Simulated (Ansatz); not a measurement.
```xyz
30
Lattice="4.9724 0.0000 0.0000 -2.4862 4.3063 0.0000 0.0000 0.0000 13.4171" Properties=species:S:1:pos:R:3 pbc="T T T"
Cr    2.4862    1.4354    2.4641
Cr    0.0000    2.8709    6.9365
Cr    0.0000    0.0000   11.4089
Cr    0.0000    2.8709    4.2445
Cr    0.0000    0.0000    8.7169
Cr    2.4862    1.4354   13.1892
Cr    0.0000    0.0000    2.0083
Cr    2.4862    1.4354    6.4806
Cr    0.0000    2.8709   10.9531
Cr    0.0000    2.8709    0.2280
Cr    0.0000    0.0000    4.7003
Cr    2.4862    1.4354    9.1726
O     3.9842    1.4354    1.1181
O     1.4980    2.8709    5.5905
O     1.4980    0.0000   10.0629
O     1.7372    2.7327    1.1181
O    -0.7490    4.1682    5.5905
O    -0.7490    1.2973   10.0629
O     1.7372    0.1381    1.1181
O    -0.7490    1.5735    5.5905
O     1.7372    3.0090   10.0629
O     3.4744    0.0000    3.3543
O     0.9882    1.4354    7.8266
O    -1.4980    2.8709   12.2991
O    -1.7372    3.0090    3.3543
O     3.2352    0.1381    7.8266
O     0.7490    1.5735   12.2991
O     0.7490    1.2973    3.3543
O     3.2352    2.7327    7.8266
O     0.7490    4.1682   12.2991
```

Space group R-3c; the program warned that this state isn't the lowest known; spin-polarised.

Computed with DFT PBEsol, scalar-relativistic, plane waves, PAW in Ansatz 0.2.0.

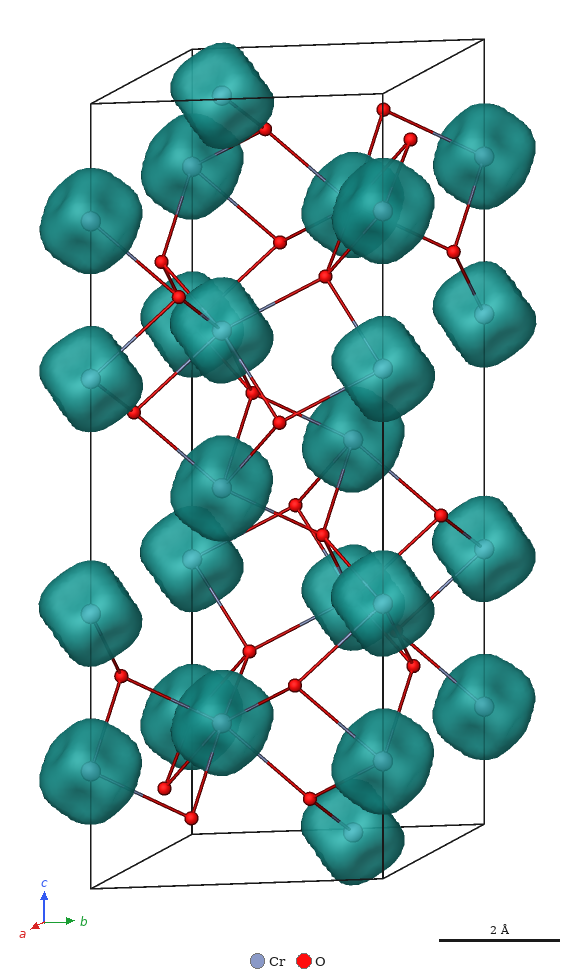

Cr₂O₃. Isosurface of the magnetisation density (up minus down) at +0.3 e/Å³ (teal), seen slightly off an axis. Sticks mark near contacts.

Core electrons are frozen (PAW), and the valence fields are smoothed inside the atomic spheres.

**Describe the spin distribution.**

The spin density sits on Cr: +2.4 μB (×12) in one cell of 30 atoms: parallel main moments (a ferromagnetic arrangement) in this solution. The cell of the calculation (10 atoms) carries 12.0 μB of net spin moment.
